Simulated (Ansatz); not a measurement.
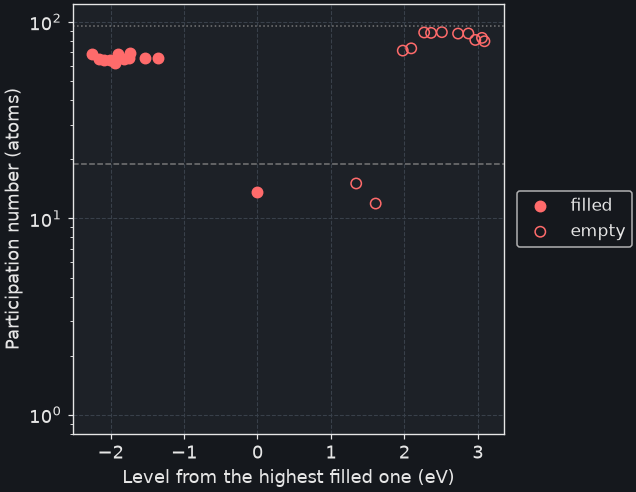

Levels near the gap of a 95-atom cell against the number of atoms over which each spreads (dotted: all atoms; dashed: a fifth of them). Host SiC.

Calculation on Si48C47 (defect cell), 95 atoms in the cell; a = 9.23 Å, b = 10.66 Å, c = 10.08 Å, α = 90.00°, β = 90.00°, γ = 90.00°.

Method: DFT, r2SCAN, PAW, plane waves, one k point, (0.25, 0.25, 0.25), Fermi-Dirac smearing of 0.01 eV (Ansatz 0.2.0).

### Which of these levels are localised (under the dashed line)?

3 of the 24 levels shown spread over less than a fifth of the cell: 0.00 eV (filled, over about 14 atoms, mostly Si), 1.34 eV (empty, over about 15 atoms, mostly Si) and 1.61 eV (empty, over about 12 atoms, mostly Si).

### How far apart are the highest filled and the lowest empty level?

The lowest empty level lies 1.34 eV above the highest filled one.

One k point in a finite cell, so levels carry errors of tenths of an eV.
